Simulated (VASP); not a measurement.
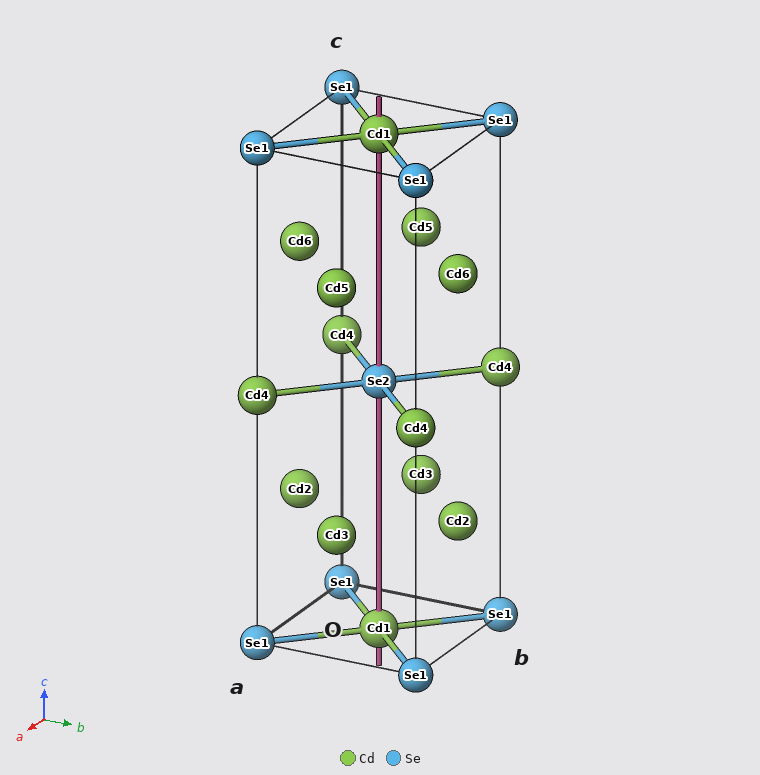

For Cd3Se, a cell listed in the Materials Project, as set up for an electronic-structure calculation: the coloured rod is the axis of a symmetry operation of the crystal. Symmetry computed with spglib at a tolerance of 0.002 Å; standard conventional cell.

a = 4.082 Å, b = 4.082 Å, c = 12.174 Å, α = 90.00°, β = 90.00°, γ = 90.00°.

| atom | x | y | z |
| --- | --- | --- | --- |
| Cd1 | 0.5000 | 0.5000 | 0.0000 |
| Cd2 | 0.5000 | 0.0000 | 0.2500 |
| Cd3 | 0.0000 | 0.5000 | 0.2500 |
| Se1 | 0.0000 | 0.0000 | 0.0000 |
| Cd4 | 0.0000 | 0.0000 | 0.5000 |
| Cd5 | 0.0000 | 0.5000 | 0.7500 |
| Cd6 | 0.5000 | 0.0000 | 0.7500 |
| Se2 | 0.5000 | 0.5000 | 0.5000 |

Take the operation x, y, z → −y+1, x, z.

### What kind of operation is it, and where does it lie?

It is a 4-fold rotation, about the line along [0 0 1] through (1/2, 1/2, 1/2).

### Onto which atom does it carry each atom (up to whole multiples of a, b and c)?

Cd1 → Cd1, Cd2 → Cd3, Cd3 → Cd2, Se1 → Se1, Cd4 → Cd4, Cd5 → Cd6, Cd6 → Cd5, Se2 → Se2.

### What is the crystal's space group?

I4/mmm (No. 139).
